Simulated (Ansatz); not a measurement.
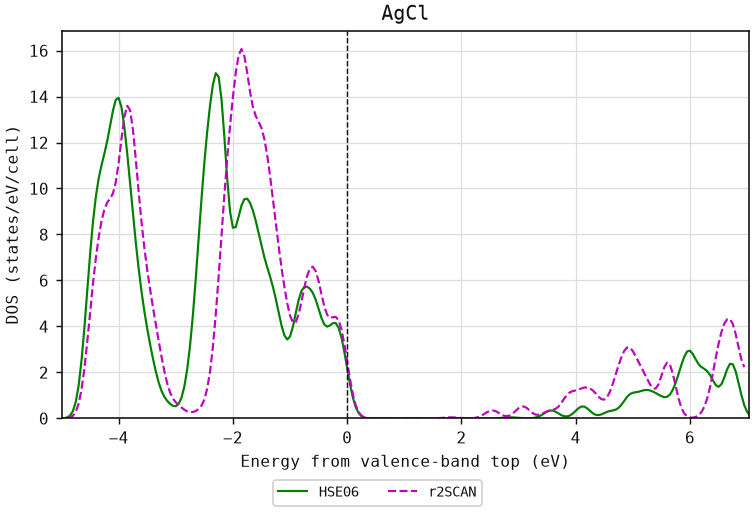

Total densities of states of AgCl, space group P2_1/m, 4 atoms in the cell, h-MgO (five-fold) type, shear (xy) strain −0.5%, by two methods on the same cell. The curves are built from the levels of the k mesh with Gaussians 0.3 eV wide, which also blur the band edges. Each is counted from its own valence-band top.

**What changes from one method to the other?**

HSE06 gives a gap of 2.85 eV and r2SCAN gives a gap of 1.82 eV. In the window shown, the tallest filled peak lies at −2.3 eV in HSE06 and −1.8 eV in r2SCAN.

Settings. HSE06: DFT, HSE06, plane waves, PAW, no spin polarisation, 6×6×4 k mesh, 420 eV cutoff (Ansatz). r2SCAN: DFT, r2SCAN, plane waves, PAW, no spin polarisation, 6×6×4 k mesh, 500 eV cutoff (Ansatz).
